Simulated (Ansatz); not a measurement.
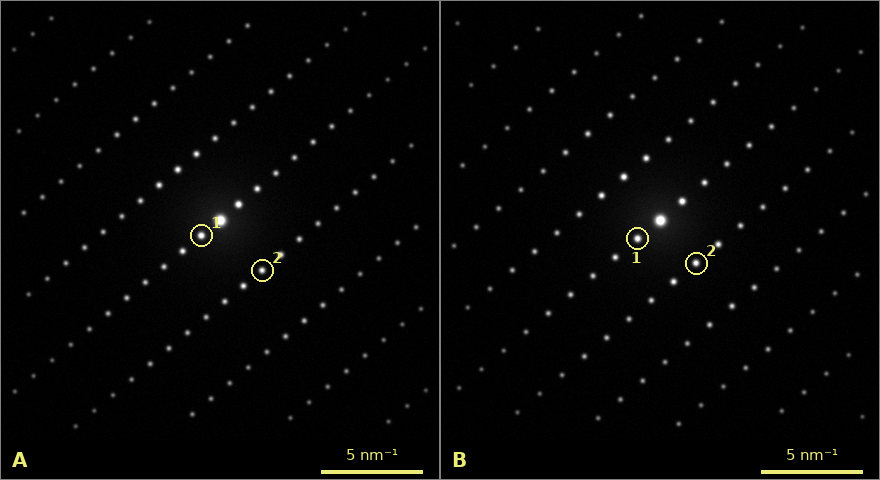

Kinematic electron diffraction patterns (300 kV, B = 0.5 Å², same scale) along [1-10] of the run's own cell, for the start and the end of one relaxation of PbO with Ansatz, DFT PBE, scalar-relativistic, plane waves, PAW. k mesh 8×8×6. The start is a generated model structure, and the relaxation ends in the nearest stationary point of its symmetry, not necessarily the ground state. Spot 1 is 0 0 -1 and spot 2 is 1 1 0 in both.

Start structure:

```
Pb O
1.0
     3.58563   -4.07450    0.00000
     3.58563    4.07450    0.00000
     0.00000    0.00000    6.92169
Pb O
2 2
Direct
  0.80424 0.19576 0.50000
  0.19576 0.80424 0.50000
  0.00000 0.00000 0.29514
  0.00000 0.00000 0.70486
```

**Which pattern belongs to the start structure, and which to the relaxed one?**

B is the start: its cell gives d(1) = 6.922 Å, d(2) = 3.586 Å and an angle of 90.0°. A is the relaxed structure, with d(1) = 8.286 Å (+19.7 %), d(2) = 3.065 Å (-14.5 %) and 90.0°.

**Name reflections whose intensity changes strongly on relaxation.**

0 0 7 goes from 3.8 to 8.7 % of the strongest spot; 0 0 6 goes from 8.5 to 16 % of the strongest spot.

**Summarise the relaxation behind the change.**

The volume changed by +32.8 % to 67.14 Å³ an atom; with the mean shift removed, the atoms moved by up to 0.48 Å relative to the cell (Pb most); the space group stayed Cmmm (No. 65); the free energy fell by 27 meV an atom. Relaxed cell: a = 6.111 Å, b = 6.111 Å, c = 8.286 Å, α = 90.00°, β = 90.00°, γ = 119.79°.
